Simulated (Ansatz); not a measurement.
**Si$_{6}$Mo$_{19}$ (slab): density, localisation and related maps**

```yaml
crystal:
  lattice:
    - [4.86159, 0.00000, 0.00000]
    - [0.00000, 4.86159, 0.00000]
    - [0.00000, 0.00000, 29.58476]
  atoms:
    - { symbol: Mo, position: [0.00000, 0.50000, 0.25826] }
    - { symbol: Si, position: [0.50000, 0.50000, 0.29010] }
    - { symbol: Mo, position: [0.25082, 0.00000, 0.29612] }
    - { symbol: Mo, position: [0.74918, 0.00000, 0.29612] }
    - { symbol: Mo, position: [0.00000, 0.50000, 0.33560] }
    - { symbol: Si, position: [0.00000, 0.00000, 0.37614] }
    - { symbol: Mo, position: [0.50000, 0.25087, 0.37601] }
    - { symbol: Mo, position: [0.50000, 0.74913, 0.37601] }
    - { symbol: Mo, position: [0.00000, 0.50000, 0.41837] }
    - { symbol: Si, position: [0.50000, 0.50000, 0.45869] }
    - { symbol: Mo, position: [0.24997, 0.00000, 0.45884] }
    - { symbol: Mo, position: [0.75003, 0.00000, 0.45884] }
    - { symbol: Mo, position: [0.00000, 0.50000, 0.50000] }
    - { symbol: Si, position: [0.00000, 0.00000, 0.54131] }
    - { symbol: Mo, position: [0.50000, 0.25003, 0.54116] }
    - { symbol: Mo, position: [0.50000, 0.74997, 0.54116] }
    - { symbol: Mo, position: [0.00000, 0.50000, 0.58163] }
    - { symbol: Si, position: [0.50000, 0.50000, 0.62386] }
    - { symbol: Mo, position: [0.24913, 0.00000, 0.62399] }
    - { symbol: Mo, position: [0.75087, 0.00000, 0.62399] }
    - { symbol: Mo, position: [0.00000, 0.50000, 0.66440] }
    - { symbol: Si, position: [0.00000, 0.00000, 0.70990] }
    - { symbol: Mo, position: [0.50000, 0.24918, 0.70388] }
    - { symbol: Mo, position: [0.50000, 0.75082, 0.70388] }
    - { symbol: Mo, position: [0.00000, 0.50000, 0.74174] }
```

Computed without spin polarisation.

Method: DFT PBEsol, scalar-relativistic, plane waves, PAW (Ansatz).

Core electrons are frozen (PAW), and the valence fields are smoothed inside the atomic spheres.

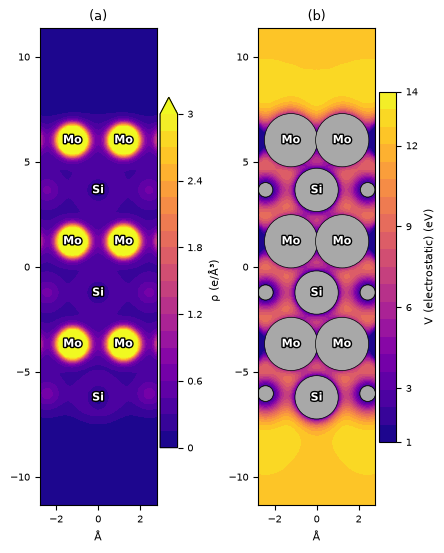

Figure 1. (a) valence charge density (pseudo); (b) electrostatic potential energy of an electron on the (100) plane of the calculation cell, a cut from vacuum to vacuum. Grey discs cover the atomic cores in the potential map.

Read the bonding off the picture.

- Atoms in the plane: Si and Mo.
- Mo–Mo (2.42 Å): ρ at the midpoint is about 0.66 e/Å³.
- Si–Mo (2.66 Å): the density is about 0.36 e/Å³ at the midpoint.
- Si–Mo (2.73 Å): the density is about 0.32 e/Å³ at the midpoint.
- The density dies away to nearly zero in the vacuum.

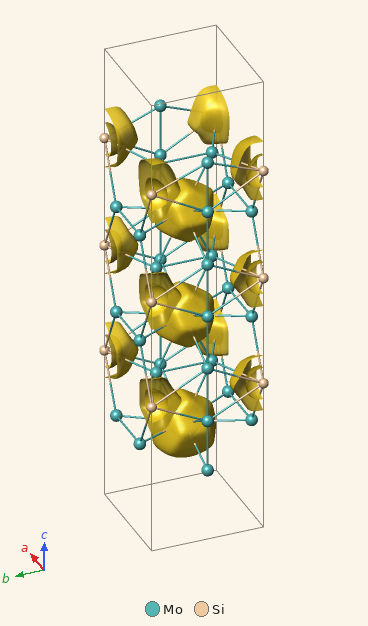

Figure 2. Isosurface of the ELF at 0.55 (yellow), seen at an oblique angle. Core shells and regions of very low density are left out. Sticks mark near contacts.

Describe the localisation domains.

The surface consists of six regions wrapped around Si (the valence shell of each), counted in one cell of 25 atoms. Counts are for one cell; the picture repeats the cell along the surface. Along the contacts the grid gives the following. Mo–Mo (2.29 Å): the ELF is about 0.40 at the midpoint. Si–Mo (2.61 Å): the ELF peaks at about 0.75 in the valence shell of Si, 0.9 Å from its nucleus, and is about 0.40 at the midpoint.

Metal or insulator at this level of theory?

It is gapless in this calculation (a metal or semimetal).
